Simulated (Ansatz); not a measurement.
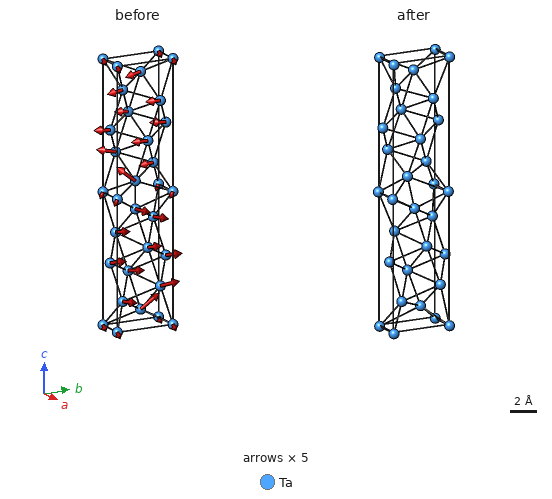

The structure of an interface cell of composition Ta before (left) and after (right) a relaxation, at one scale. The red arrows give the displacements (the part carried along by the change of the cell is left out), 5 times their true length.

Style: ball-and-stick. Shown: the cell of the calculation, slightly off an axis.

Case: symmetric tilt boundary Sigma 5 (3 1 0), mirror on a plane, shift [0, 0].

Level of theory: DFT PBE, scalar-relativistic, plane waves, PAW (Ansatz 0.2.0). (plane-wave cutoff 420 eV; k-point mesh 10 × 10 × 2; occupations gaussian; smearing width 0.1 eV; no spin polarisation; cell relaxed at fixed a, b, alpha, beta, gamma; force threshold 0.02 eV/Å; at most 60 steps)

Question: Describe what moved and what it gained.

Answer: After 10 accepted moves (14 points after the start) the energy has fallen by 1.612 eV per cell of the calculation. The largest force component goes from 5.1 to 0.0079 eV/Å. The pressure goes from 1.69 to −0.89 GPa. The line search rejected the trial steps at points 7, 10, 12 of the run. The SCF was repeated once at an unchanged geometry on a basis and grid sized afresh for the cell, which shifted the energy by 1.5 meV per cell of the calculation at most. The largest moves relative to the cell, 0.40 Å, are those of Ta atoms. The drawn cell changes as follows: a unchanged at 3.319 Å, b unchanged at 5.504 Å, c 21.290 → 21.526 Å (+1.1 %); the volume changes by +1.1 %. Near-neighbour distances that change, for instance: Ta–Ta 2.249 → 2.670 Å, Ta–Ta 3.319 → 3.703 Å, Ta–Ta 3.369 → 3.068 Å, Ta–Ta 2.932 → 3.160 Å.
